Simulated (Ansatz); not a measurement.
Single-point calculation of KNbO$_{3}$

- system: KNbO$_{3}$ (5 atoms in the cell)
- method: DFT r2SCAN, scalar-relativistic, plane waves, PAW, no spin polarisation (Ansatz 0.2.0)

The structure derives from an entry of the Crystallography Open Database.

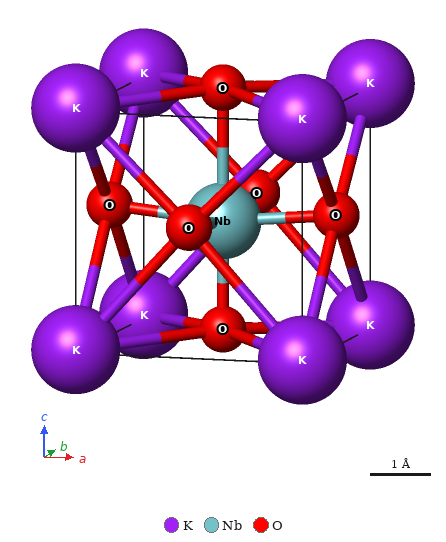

Figure 1. The input geometry (ball-and-stick view of the cell of the calculation, seen slightly off an axis). An atom can appear more than once, as a periodic image.

Results in brief:

```tsv
quantity	value
outcome	converged
space group (tolerance 0.01 Å)	P4mm (99)
electrons treated	40
free energy	−7817.9359 eV
Fermi energy	8.967 eV
gap on the k-point mesh	2.00 eV
pressure	−0.03 GPa
largest force (length of the vector)	0.009 eV/Å
hardware	4 threads of Intel Xeon @ 2.50GHz (Skylake/Cascade Lake), 189 GiB of memory available, shared host
wall time	8 s (CPU time 24 s)
peak memory	0.49 GiB
```

Input:
```yaml
crystal:
  lattice:
    - [3.9755486575, 0.0, 0.0]
    - [0.0, 3.9755486575, 0.0]
    - [0.0, 0.0, 4.1084420637]
  atoms:
    - { symbol: K, position: [0.0, 0.0, 0.0143431844] }
    - { symbol: Nb, position: [0.5, 0.5, 0.4970638597] }
    - { symbol: O, position: [0.5, 0.5, 0.0481002661] }
    - { symbol: O, position: [0.5, 0.0, 0.5412463449] }
    - { symbol: O, position: [0.0, 0.5, 0.5412463449] }
basis:
  ecutwfc: 500
  ecutrho_ratio: 4
kpoints:
  mp_grid: { grid: [6, 6, 6] }
hamiltonian:
  xc: r2scan
scf:
  occupations: { method: gaussian, width: 0.05 }
output:
  forces: true
  stress: true
  eigenvalues: true
```

Launched with:
```bash
ansatz run input.yaml --threads 4 --pin off --max-ram 10240MiB --backend cpu --events-out ev --progress --plain --runs-dir out
```

What the program printed:
```
Engine: ansatz 0.2.0, x86_64-unknown-linux-gnu
Pseudopotentials: kind: paw
Pseudopotential: K, paw, valence charge 9, recommended cutoff 500 eV (meta_gga), K.paw.azcp
Pseudopotential: Nb, paw, valence charge 13, recommended cutoff 500 eV (meta_gga), Nb.paw.azcp
Pseudopotential: O, paw, valence charge 6, recommended cutoff 500 eV (meta_gga), O.paw.azcp
Functional definition: r2SCAN
  parameter k0 = 0.174
  parameter k1 = 0.065
  parameter a1 = 4.9479
  exchange = r2scan_x(k0 = k0, k1 = k1, a1 = a1)
  correlation = r2scan_c
Crystal: 5 atoms, lattice volume = 64.934 Å³
Basis set: ecut = 500 eV, 1655 PW (Γ), exchange–correlation on 120×120×120 points (64 copies of the dense FFT grid, shifted against one another)
Bands: 25, of which v1, the nominal top of the filled ones, is band 20 counted from 1 (19 counted from 0)
Symmetry: 8 space group operations
Space group: P4mm (ITA 99), of the structure as read, at distance tolerance 4.0e-5 Å
k-points: 40 of 216 (time reversal used)
Non-local potential: K, projectors of the file, l = 0: 3, l = 1: 2, l = 2: 2
Non-local potential: Nb, projectors of the file, l = 0: 3, l = 1: 2, l = 2: 2, l = 3: 1
Non-local potential: O, projectors of the file, l = 0: 2, l = 1: 2, l = 2: 1
PAW form: soft (Blöchl's): semilocal exchange-correlation on the pseudo side does not see the compensation charge
PAW frozen core: K, regenerated for the run's functional (the file was generated under x = pbe(κ = 0.804, μ = 0.2195149727645171), c = pbe(β = 0.06672455060314922))
PAW frozen core: Nb, regenerated for the run's functional (the file was generated under x = pbe(κ = 0.804, μ = 0.2195149727645171), c = pbe(β = 0.06672455060314922))
PAW frozen core: O, regenerated for the run's functional (the file was generated under x = pbe(κ = 0.804, μ = 0.2195149727645171), c = pbe(β = 0.06672455060314922))
PAW one-centre angular grid: K, 302 points (default); XC on 160 Gauss nodes
PAW one-centre angular grid: Nb, 590 points (default); XC on 160 Gauss nodes
PAW one-centre angular grid: O, 302 points (default); XC on 160 Gauss nodes
Initial density: superposition of atomic densities (neutral atoms: chi_scale 0, normalization atom), corrected by the library's trained network
Initial wavefunctions: pseudopotential atomic-orbital guess
Functional: x = r2scan, c = r2scan; τ floored in thin density (d = 2e-4 eV/Å³)
SCF iter   1: F=—  HF=-7817.919361 eV  |F-HF|=—  |Δ(HF+E_count)|=         —  Δρ=1.53e-2  dr2=2.15e-1  dr2_τ=2.73e-1  ethr=1.77e-3  ⟨swp⟩=6.2  Hψ=4583  notcnv=0
preconditioner: auto → Resta (q_TF=auto, 2.517 Å⁻¹)  ε∞=4.5  [insulator: Δε(μ)=2.394 eV  Ē_g=13.444 eV  σ=0.050 eV  W_gap=1.00  n_scr=18 (ndim 8)  ℏωp=25.2 eV  f_vac=0.015  D(μ)=0.00/eV (n_scr^D=0)  ε∞_Penn≈4.5]
SCF iter   2: F=—  HF=-7817.937416 eV  |F-HF|=—  |Δ(HF+E_count)|=   1.81e-2  Δρ=7.27e-3  dr2=1.23e-2  dr2_τ=1.29e-2  ethr=5.37e-4  ⟨swp⟩=2.1  Hψ=2010  notcnv=0  defer=40
SCF iter   3: F=—  HF=-7817.936212 eV  |F-HF|=—  |Δ(HF+E_count)|=   1.20e-3  Δρ=2.87e-3  dr2=3.02e-3  dr2_τ=2.96e-4  ethr=3.07e-5  ⟨swp⟩=2.0  Hψ=1672  notcnv=0
automatic band count: iteration 3 solves 24 bands in place of 25: the levels show a gap, and the empty bands left out lie too high to hold charge; the band table lists the bands solved (type scf.n_extra_bands for more)
SCF iter   4: F=—  HF=-7817.935914 eV  |F-HF|=—  |Δ(HF+E_count)|=   2.98e-4  Δρ=1.13e-3  dr2=4.20e-4  dr2_τ=4.82e-5  ethr=7.56e-6  ⟨swp⟩=1.6  Hψ=1053  notcnv=0
SCF iter   5: F=—  HF=-7817.935909 eV  |F-HF|=—  |Δ(HF+E_count)|=   5.33e-6  Δρ=3.41e-4  dr2=5.53e-5  dr2_τ=8.56e-6  ethr=1.05e-6  ⟨swp⟩=2.2  Hψ=1573  notcnv=0
SCF iter   6: F=—  HF=-7817.935904 eV  |F-HF|=—  |Δ(HF+E_count)|=   4.58e-6  Δρ=5.98e-5  dr2=2.25e-6  dr2_τ=2.37e-7  ethr=1.38e-7  ⟨swp⟩=2.0  Hψ=1311  notcnv=0
SCF iter   7: F=—  HF=-7817.935905 eV  |F-HF|=—  |Δ(HF+E_count)|=   1.10e-6  Δρ=1.52e-5  dr2=1.59e-7  dr2_τ=1.54e-8  ethr=5.63e-9  ⟨swp⟩=2.8  Hψ=1877  notcnv=0
SCF iter   8: F=-7817.935905 eV  HF=-7817.935905 eV  |F-HF|=2.11e-10  |Δ(HF+E_count)|=   1.53e-8  Δρ=2.22e-6  dr2=4.45e-9  dr2_τ=3.24e-10  ethr=2.50e-10  ⟨swp⟩=4.3  Hψ=3293  notcnv=0
SCF 1 converged in 8 iterations: F = -7817.935905 eV  dr2 = 4.45e-9
  greatest PAW one-centre occupation: 1.001 electrons in one spin orbital (limit 2), on the Nb atom at site 1 (counted from 0), in its partial waves of l = 0
```

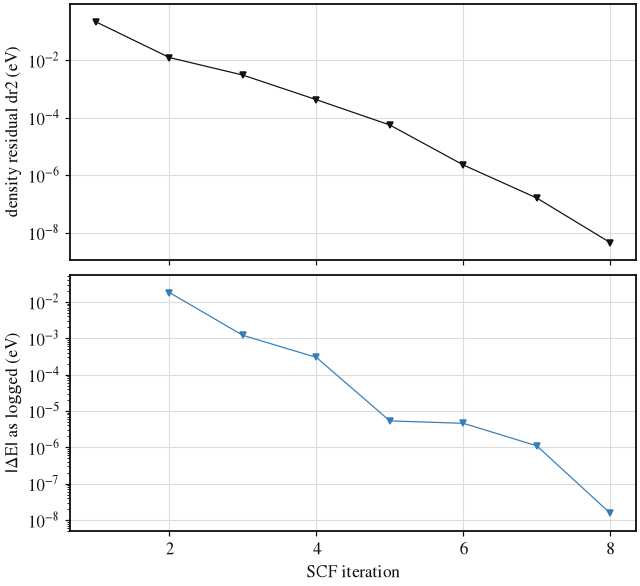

Figure 2. Convergence of the self-consistent field: density residual dr2 and size of the energy change against the SCF iteration. The residual falls at every step.

```
SCF converged after 8 iterations
Free energy (F): -7817.935905 eV
Harris-Foulkes:  -7817.935905 eV  (|F-HF|=2.11e-10)
Internal energy: -7817.935905 eV  (E = F + TS)
E sigma→0 (E₀):  -7817.935905 eV
Fermi energy:    8.966843 eV
--- Per-component energies (eV) ---
  E_band       = -263.027200
  E_kinetic    = 1177.450242
  E_local      = -2407.514971  (includes V_loc(G=0)·N_el)
  E_nonlocal   = 267.941100
  E_hartree    = 818.285575
  E_xc         = -525.933060
  E_vxc        = -742.491487  (∫ρ·V_xc dr)
  E_paw        = -4355.831266  (= ΣΔE_a)
  E_vpaw       = -241.158408  (= ΣTr[D̂ρ^β])
  E_aug_tail   = 0.003056  (compensation charges beyond the density's cutoff)
  E_vtau       = 46.170706  (kinetic-family band-sum trace: ∫τ·v_τ [+ j·A + Jᵃ·Aᵃ] dr)
  E_ewald      = -2791.852143
  E_core_change = -0.484439  (= ΣΔE_core)
  E_smearing   = -0.000000  (= −TS)
  E_closure    = 0.000000  (closes the sum)
  Σ components = -7817.935905   (vs F -7817.935905, Δ=0.00e0)
--- Forces (eV/Å), atoms counted from 1 ---
  atom   1  K     -0.00000000     0.00000000    -0.00139950
  atom   2  Nb    -0.00000000     0.00000000     0.00856423
  atom   3  O     -0.00000000     0.00000000    -0.00541379
  atom   4  O      0.00000000     0.00000000    -0.00078521
  atom   5  O      0.00000000     0.00000000    -0.00078521
  max |Σ_I F_I| component: 1.81e-4 eV/Å
--- Stress (GPa, compression-positive) ---
       -0.051748       0.000000      -0.000000
        0.000000      -0.051748       0.000000
       -0.000000       0.000000       0.006947
  P = ⅓ Tr σ = -0.0322 GPa (-0.322 kbar)
--- Band table (eV; the first three rows and the last of 40) ---
  k-point 0: bands = ["-48.6426", "-24.1180", "-23.9561", "-23.9561", "-20.5618", "-10.2537", "-9.8576", "-9.7971", "-3.3491", "-3.3308", "-3.3308", "5.5588", "5.6316", "5.6316", "6.2184", "6.2184", "6.6788", "6.7285", "7.0602", "7.0602", "9.9680", "10.7482", "10.7482", "13.9270"]
  k-point 1: bands = ["-48.6422", "-24.1464", "-23.9552", "-23.9552", "-20.5561", "-10.2241", "-9.8535", "-9.6509", "-3.3243", "-3.3243", "-3.3140", "4.8318", "5.4686", "5.4686", "6.0971", "6.0971", "6.4071", "6.5808", "7.0834", "7.0834", "9.9909", "11.2024", "11.2024", "13.9331"]
  k-point 2: bands = ["-48.6414", "-24.2021", "-23.9534", "-23.9534", "-20.5448", "-10.2264", "-9.8455", "-9.2675", "-3.3114", "-3.3114", "-3.2428", "3.4525", "5.1468", "5.1468", "5.9521", "5.9521", "6.0266", "6.3951", "7.0958", "7.0958", "10.0375", "12.0999", "12.0999", "13.9431"]
  k-point 39: bands = ["-48.6358", "-24.2142", "-24.1078", "-24.1078", "-20.5125", "-9.0325", "-8.8475", "-8.8475", "-3.5763", "-3.5763", "-3.5377", "2.4683", "2.6882", "3.4376", "3.9156", "4.0274", "4.0274", "7.6880", "7.6880", "7.9657", "13.5715", "13.5715", "13.6893", "17.1755"]
```

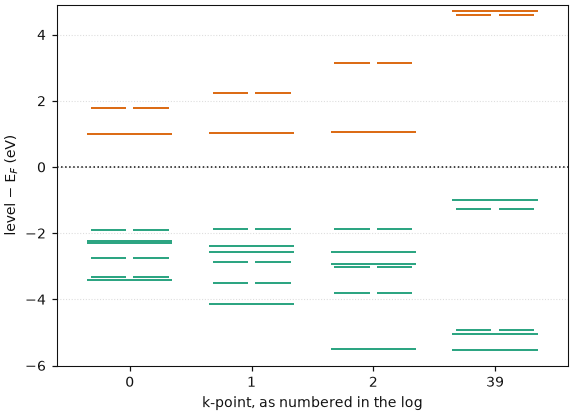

Figure 3. Kohn–Sham levels near the Fermi level (dotted) at the few k-points that the log prints; levels within 0.02 eV of each other stand side by side. Among these points the highest filled and lowest empty levels are 2.00 eV apart, which is the gap on the mesh.
